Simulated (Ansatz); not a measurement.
## Two runs on TiAl

System: TiAl (2 atoms in the cell).
Method of the first run: DFT PBEsol, scalar-relativistic, plane waves, PAW, no spin polarisation (Ansatz 0.2.0).

The structure derives from a Materials Project entry. Text and figures count atoms from 1; the logs count them from 0 in places.

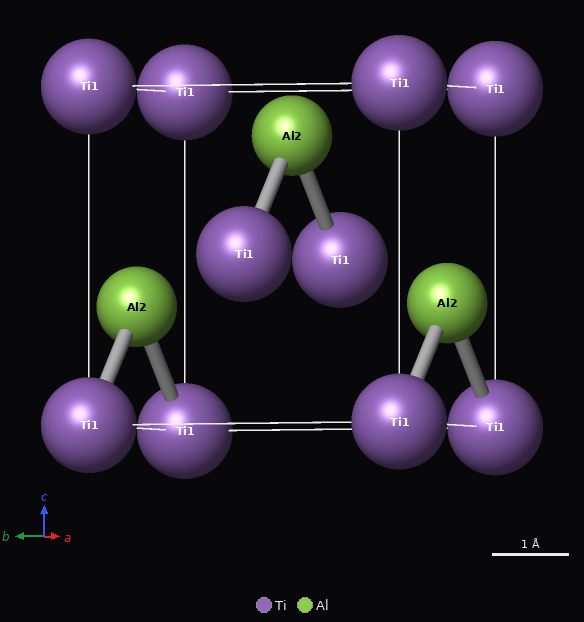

**Figure 1.** The structure as given in the input (ball-and-stick view of the cell 2 times as large as that of the calculation, set on its symmetry axes, seen at an oblique angle; atoms are numbered from 1 in the order of the input). An atom can appear more than once, as a periodic image. Near neighbours in the periodic cell (some may lie outside the picture): Ti has 2 Al at 2.26 Å; Al has 2 Ti at 2.26 Å.

**Input file, the first run**
```yaml
crystal:
  lattice:
    - [3.179064, 0.0, 0.0]
    - [0.0, 3.179064, 0.0]
    - [0.0, 0.0, 3.179064]
  atoms:
    - { symbol: Ti, position: [0.0, 0.0, 0.0] }
    - { symbol: Al, position: [0.5, 0.3584489019, 0.3584489019] }
basis:
  ecutwfc: 420
kpoints:
  mp_grid: { grid: [16, 16, 16] }
hamiltonian:
  xc: pbesol
scf:
  occupations: { method: gaussian, width: 0.15 }
output:
  forces: true
  stress: true
  eigenvalues: true
```

Command:
```bash
ansatz run input.yaml --threads 1 --pin off --max-ram 2560MiB --backend cpu --events-out ev --progress --plain --runs-dir out
```

Hardware: 1 thread of Intel Xeon @ 2.50GHz (Skylake/Cascade Lake), 32 GiB of memory available, shared host.

**Output, shortened to warnings, some set-up lines, iterations and results (the first run)**
```
Basis set: ecut = 420 eV, 619 PW (Γ), exchange–correlation on 48×48×48 points (8 copies of the dense FFT grid, shifted against one another)
Symmetry: 4 space group operations
k-points: 657 of 4096 (time reversal used)
Initial density: superposition of atomic densities (neutral atoms: chi_scale 0, normalization atom), corrected by the library's trained network
[...]
SCF iter   1: F=—  HF=-2997.489080 eV  |F-HF|=—  |Δ(HF+E_count)|=         —  Δρ=5.51e-3  dr2=9.22e-3  ethr=1.77e-3  ⟨swp⟩=5.0  Hψ=40868  notcnv=0
SCF iter   2: F=—  HF=-2997.487506 eV  |F-HF|=—  |Δ(HF+E_count)|=   1.57e-3  Δρ=3.32e-3  dr2=4.35e-3  ethr=6.15e-5  ⟨swp⟩=1.0  Hψ=13140  notcnv=0
SCF iter   3: F=—  HF=-2997.486317 eV  |F-HF|=—  |Δ(HF+E_count)|=   1.19e-3  Δρ=3.93e-4  dr2=3.63e-5  ethr=2.90e-5  ⟨swp⟩=2.0  Hψ=10019  notcnv=0
SCF iter   4: F=—  HF=-2997.486315 eV  |F-HF|=—  |Δ(HF+E_count)|=   1.90e-6  Δρ=8.60e-5  dr2=1.71e-6  ethr=2.42e-7  ⟨swp⟩=2.9  Hψ=12979  notcnv=0
SCF iter   5: F=—  HF=-2997.486314 eV  |F-HF|=—  |Δ(HF+E_count)|=   5.75e-7  Δρ=2.72e-5  dr2=1.96e-7  ethr=1.14e-8  ⟨swp⟩=2.3  Hψ=10895  notcnv=0
SCF iter   6: F=-2997.486314 eV  HF=-2997.486314 eV  |F-HF|=1.55e-9  |Δ(HF+E_count)|=   7.12e-8  Δρ=3.99e-6  dr2=3.74e-9  ethr=6.67e-10  ⟨swp⟩=5.2  Hψ=33738  notcnv=0
SCF 1 converged in 6 iterations: F = -2997.486314 eV  dr2 = 3.74e-9
SCF converged after 6 iterations
Free energy (F): -2997.486314 eV
Harris-Foulkes:  -2997.486314 eV  (|F-HF|=1.55e-9)
Internal energy: -2997.456777 eV  (E = F + TS)
E sigma→0 (E₀):  -2997.471546 eV
Entropy (-TS):   -0.029537 eV (-14.768 meV/atom)
Fermi energy:    11.103655 eV
--- Per-component energies (eV) ---
  E_band       = -163.463571
  E_kinetic    = 300.014177
  E_local      = -1050.681360  (includes V_loc(G=0)·N_el)
  E_nonlocal   = 22.717500
  E_hartree    = 446.597168
  E_xc         = -137.341806
  E_vxc        = -152.209214  (∫ρ·V_xc dr)
  E_paw        = -1479.017875  (= ΣΔE_a)
  E_vpaw       = -176.498387  (= ΣTr[D̂ρ^β])
  E_aug_tail   = 0.000122  (compensation charges beyond the density's cutoff)
  E_ewald      = -1099.903226
  E_core_change = 0.158523  (= ΣΔE_core)
  E_smearing   = -0.029537  (= −TS)
  E_closure    = 0.000000  (closes the sum)
  Σ components = -2997.486314   (vs F -2997.486314, Δ=0.00e0)
--- Forces (eV/Å), atoms counted from 1 ---
  atom   1  Ti     0.00000000    -3.88446483    -3.88446483
  atom   2  Al     0.00000000     3.88444741     3.88444741
  max |Σ_I F_I| component: 1.74e-5 eV/Å
--- Stress (GPa, compression-positive) ---
       24.768963       0.000000      -0.000000
        0.000000       9.133506      15.346942
        0.000000      15.346942       9.133506
  P = ⅓ Tr σ = 14.3453 GPa (143.453 kbar)
```

The second run used a changed input.

**The two runs side by side**

| quantity | the first run | the second run |
| --- | --- | --- |
| outcome | converged | converged |
| free energy per atom (eV) | −1498.7432 | −1499.0773 |
| energy per atom, smearing taken to zero (eV) | −1498.7358 | −1499.0701 |
| gap on the mesh (eV) | 0.00 | 0.00 |
| pressure (GPa) | 14.35 | 7.67 |
| largest force (eV/Å) | 5.493 | 3.576 |
| SCF iterations | 6 | 6 |
| irreducible k-points | 657 | 1170 |
| plane waves at Γ | 619 | 619 |
| wall time (shared host) | 20 s | 38 s |

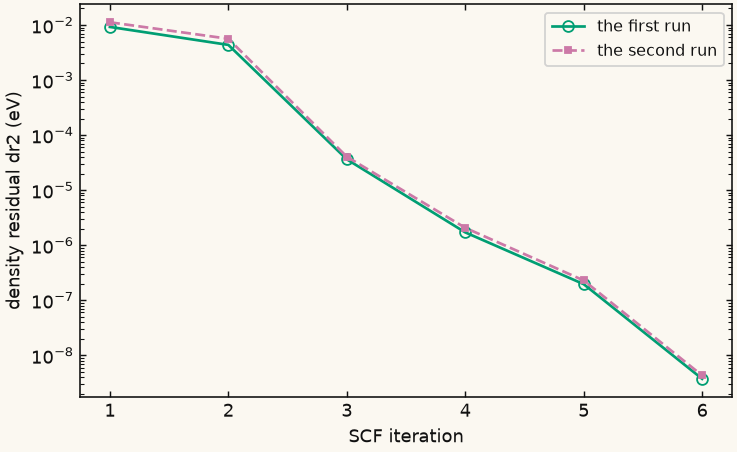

**Figure 2.** Convergence of the two runs: density residual dr2 against the SCF iteration. The first run takes 6 iterations in all, and the second run takes 6.

Which change of the input explains these differences?

The change (lines with − go, lines with + come):
```diff
-    - { symbol: Al, position: [0.5, 0.3584489019, 0.3584489019] }
+    - { symbol: Al, position: [0.5, 0.3584489019, 0.429224451] }
```

With the same functional and potentials, the second run lies 334.1 meV per atom lower. The pressure goes from 14.35 to 7.67 GPa. The largest force goes from 5.493 to 3.576 eV/Å. The number of SCF iterations is the same. The irreducible k-points go from 657 to 1170. On the same kind of shared host the second run took about 1.9 times as long.

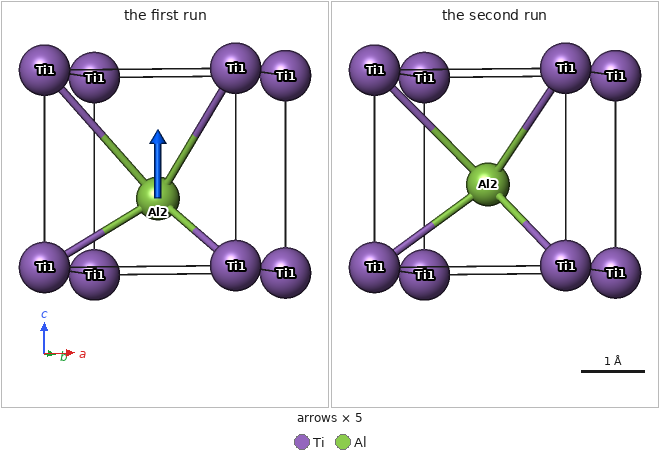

**Figure 3.** The two input geometries at one scale (ball-and-stick view of the cell of the calculation, seen at an oblique angle). The blue arrows on the first give the shifts of the atoms relative to the cell, magnified 5 times. The largest move is that of Al2, 0.23 Å. Ti stays in place. The cell stays as it was. Among the contacts that change: Ti1–Al2 2.826 → 2.668 Å.

**Output, shortened to warnings, some set-up lines, iterations and results (the second run)**
```
Basis set: ecut = 420 eV, 619 PW (Γ), exchange–correlation on 48×48×48 points (8 copies of the dense FFT grid, shifted against one another)
Symmetry: 2 space group operations
k-points: 1170 of 4096 (time reversal used)
Initial density: superposition of atomic densities (neutral atoms: chi_scale 0, normalization atom), corrected by the library's trained network
[...]
SCF iter   1: F=—  HF=-2998.158173 eV  |F-HF|=—  |Δ(HF+E_count)|=         —  Δρ=5.92e-3  dr2=1.12e-2  ethr=1.77e-3  ⟨swp⟩=5.0  Hψ=72382  notcnv=0
SCF iter   2: F=—  HF=-2998.156108 eV  |F-HF|=—  |Δ(HF+E_count)|=   2.07e-3  Δρ=3.62e-3  dr2=5.62e-3  ethr=7.48e-5  ⟨swp⟩=1.0  Hψ=23400  notcnv=0
SCF iter   3: F=—  HF=-2998.154550 eV  |F-HF|=—  |Δ(HF+E_count)|=   1.56e-3  Δρ=4.11e-4  dr2=4.05e-5  ethr=3.75e-5  ⟨swp⟩=2.0  Hψ=17657  notcnv=0
SCF iter   4: F=—  HF=-2998.154539 eV  |F-HF|=—  |Δ(HF+E_count)|=   1.01e-5  Δρ=9.76e-5  dr2=2.07e-6  ethr=2.70e-7  ⟨swp⟩=3.0  Hψ=23720  notcnv=0
SCF iter   5: F=—  HF=-2998.154539 eV  |F-HF|=—  |Δ(HF+E_count)|=   6.48e-7  Δρ=2.89e-5  dr2=2.29e-7  ethr=1.38e-8  ⟨swp⟩=2.1  Hψ=18918  notcnv=0
SCF iter   6: F=-2998.154539 eV  HF=-2998.154539 eV  |F-HF|=1.73e-9  |Δ(HF+E_count)|=   8.09e-8  Δρ=4.39e-6  dr2=4.30e-9  ethr=6.67e-10  ⟨swp⟩=5.2  Hψ=60626  notcnv=0
SCF 1 converged in 6 iterations: F = -2998.154539 eV  dr2 = 4.30e-9
SCF converged after 6 iterations
Free energy (F): -2998.154539 eV
Harris-Foulkes:  -2998.154539 eV  (|F-HF|=1.73e-9)
Internal energy: -2998.125757 eV  (E = F + TS)
E sigma→0 (E₀):  -2998.140148 eV
Entropy (-TS):   -0.028782 eV (-14.391 meV/atom)
Fermi energy:    11.189395 eV
--- Per-component energies (eV) ---
  E_band       = -163.144185
  E_kinetic    = 298.583895
  E_local      = -1039.348669  (includes V_loc(G=0)·N_el)
  E_nonlocal   = 21.810241
  E_hartree    = 441.738437
  E_xc         = -137.073353
  E_vxc        = -151.882406  (∫ρ·V_xc dr)
  E_paw        = -1478.499081  (= ΣΔE_a)
  E_vpaw       = -175.783658  (= ΣTr[D̂ρ^β])
  E_aug_tail   = 0.000120  (compensation charges beyond the density's cutoff)
  E_ewald      = -1105.495869
  E_core_change = 0.158523  (= ΣΔE_core)
  E_smearing   = -0.028782  (= −TS)
  E_closure    = -0.000000  (closes the sum)
  Σ components = -2998.154539   (vs F -2998.154539, Δ=0.00e0)
--- Forces (eV/Å), atoms counted from 1 ---
  atom   1  Ti     0.00000000    -2.95568707    -2.01263643
  atom   2  Al     0.00000000     2.95567829     2.01261428
  max |Σ_I F_I| component: 2.22e-5 eV/Å
--- Stress (GPa, compression-positive) ---
       12.619210       0.000000       0.000000
        0.000000       1.377572       7.879250
        0.000000       7.879246       9.002046
  P = ⅓ Tr σ = 7.6663 GPa (76.663 kbar)
```
